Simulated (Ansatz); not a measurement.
Cell and atoms:

```xyz
5
Lattice="4.0920 0.0000 0.0000 -2.0460 3.5437 0.0000 0.0000 0.0000 4.9928" Properties=species:S:1:pos:R:3 pbc="T T T"
Al    0.0000    0.0000    0.0000
Al    0.0000    2.3625    1.7471
Al    0.0000    2.3625    4.1915
Cu    2.0460    1.1812    3.2457
Cu    2.0460    1.1812    0.8013
```

> Before looking at a picture, describe the arrangement of atoms.

The solid is Al3Cu2. The structure has P3m1 (No. 156) symmetry and a primitive hexagonal lattice. Atoms per cell: 5 (3 Al, 2 Cu). Counting contacts within bonding distance, the coordination numbers are Al 8 to 11 (mean 9.3) and Cu 11.

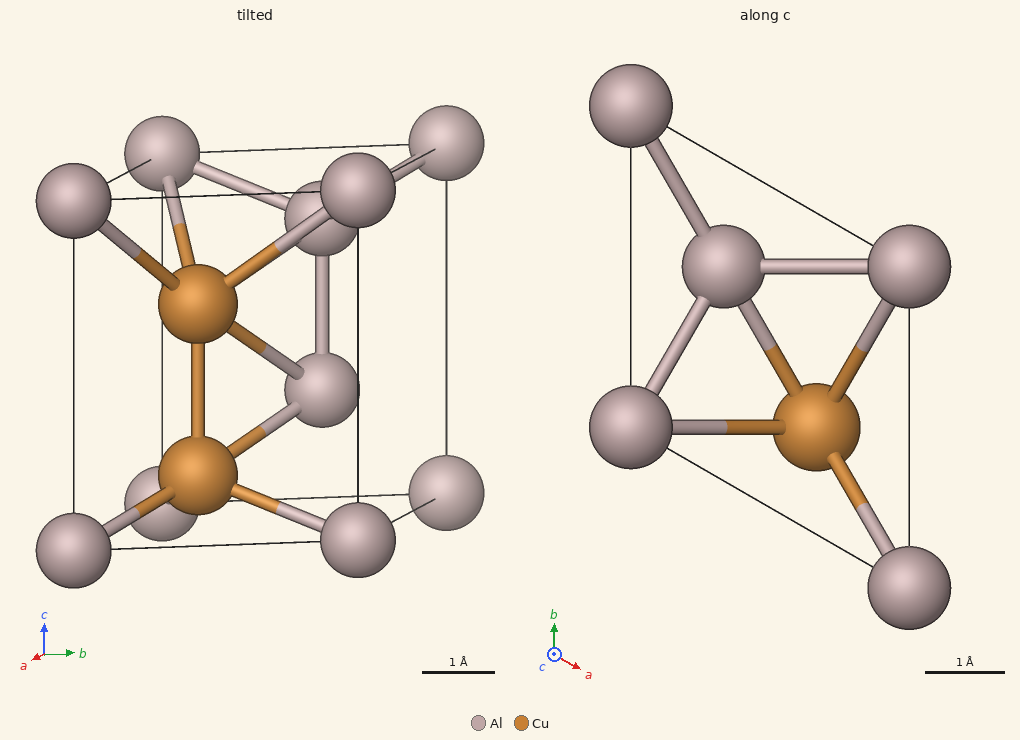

The figure gives a ball-and-stick picture of the atoms, viewed slightly off an axis and along the c axis. One conventional unit cell is framed, with atoms on its boundary repeated. Colours: aluminium light grey, copper orange.

It goes back to a structure listed in the Materials Project. Earlier steps of the study, as a rule a relaxation of our own, may have changed the cell and positions, so they can lie some per cent off the listed ones. Ansatz was used for an electronic-structure calculation on it.

At this level of theory the run's own cell isn't at rest (compressed, at 5 GPa and forces up to 0.6 eV/Å), so its distances can differ from those at equilibrium, the more so the softer the solid.
